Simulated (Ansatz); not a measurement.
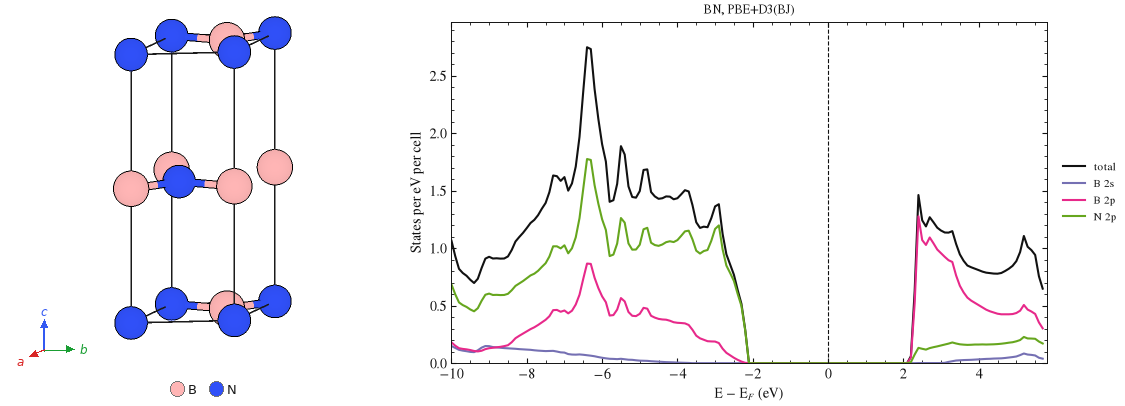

Write a caption that states what the plot shows.

Density of states of BN, space group P-6m2 (No. 187), 4 atoms in the cell, beside the structure. Computed with Ansatz 0.2.0: DFT PBE+D3(BJ), scalar-relativistic, plane waves, PAW, no spin polarisation, 12×12×4 k mesh, 420 eV cutoff, Gaussian smearing of 0.02 eV. Energies are counted from the Fermi level. The partial curves are projected on Löwdin-orthogonalised atomic shells.

There is a gap; over the k points computed it is 4.36 eV. By projected weight, the top eV of the valence band is N 2p (90 %); the bottom eV of the conduction band is B 2p (90 %). The tallest peak in the window is at −6.4 eV; by projected weight it is N 2p (65 %) and B 2p (30 %).
